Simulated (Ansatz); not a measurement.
System: SnO, space group Fm-3m (No. 225) (one of a set of cubic test structures, which need not be the stable phase).

Input of one of the runs behind the figure:
```
crystal:
  lattice:
    - [0.0, 2.54199750747, 2.54199750747]
    - [2.54199750747, 0.0, 2.54199750747]
    - [2.54199750747, 2.54199750747, 0.0]
  atoms:
    - { symbol: Sn, position: [0, 0, 0] }
    - { symbol: O, position: [0.5, 0.5, 0.5] }
kpoints:
  mp_grid: { grid: [12, 12, 12] }
hamiltonian:
  xc: r2scan
  pseudopotentials:
    kind: paw
    azcp:
      O: "pseudopotentials/pbe/paw/ansatz_paw_generated_hard_1/O.paw.azcp"
      Sn: "pseudopotentials/pbe/paw/ansatz_paw_generated_hard_1/Sn.paw.azcp"
scf:
  occupations: { method: fermi_dirac, width: 0.1 }
  convergence: { dr2_threshold: "1e-9 eV" }
  max_iter: 300
output:
  forces: true
  stress: true
basis:
  xc_grid: 2
```

Launched with:
```bash
ansatz run input.yaml --threads 1
```

Method: equation of state of a cubic crystal from periodic Kohn-Sham density functional theory without spin, third-order Birch-Murnaghan fit to the free energies; pressure corrected for the finite basis (Ansatz 0.2.0 development build). Level: r2SCAN.

structure type rock salt; atoms in cell 2; space group number 225; lattice centring face-centred primitive; k mesh 12×12×12; occupation method Fermi–Dirac; occupation width 0.1 eV; wave cutoff 700 eV; datasets hard PAW; density tolerance 1e−09 eV; bands 18; density cutoff ratio 4; search for lower states default; xc grid level 2.

Describe the result: the energy above the lowest point and pressure against volume. The volume takes the values 15.42, 15.92, 16.43, 16.93, 17.43 Å³/atom.

A third-order Birch–Murnaghan fit gives V0 = 16.37 Å³/atom, B0 = 102 GPa and B′ = 4.3. The energy above the lowest point is 19.4 meV/atom at volume 15.42 Å³/atom and 19.7 meV/atom at 17.43 Å³/atom; the lowest computed point is at volume 16.43 Å³/atom (0.0 meV/atom). The pressure falls from 6.9 GPa at volume 15.42 Å³/atom to −5.6 GPa at 17.43 Å³/atom, and changes sign near 16.37 Å³/atom.

```csv
volume (Å³/atom),energy above the lowest point (meV/atom),pressure (GPa)
15.42,19.4,6.9
15.92,4.0,3.0
16.43,0.0,-0.4
16.93,5.7,-3.2
17.43,19.7,-5.6
```

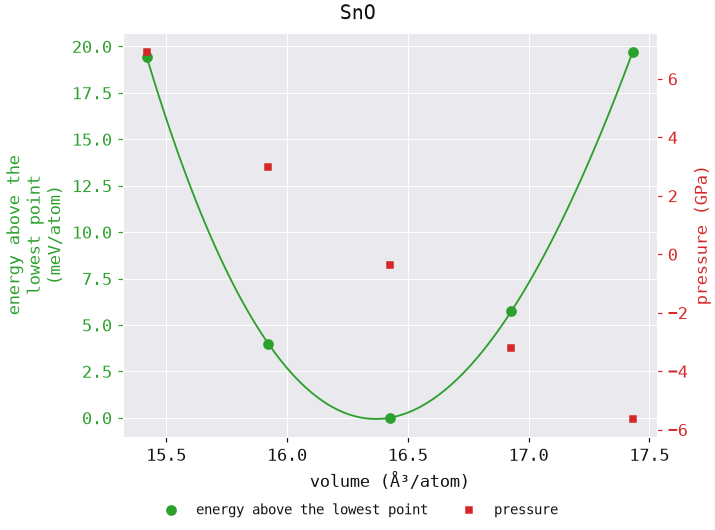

Keep in mind: cubic model structure, not the ambient form; pseudopotentials made with PBE, not this functional.
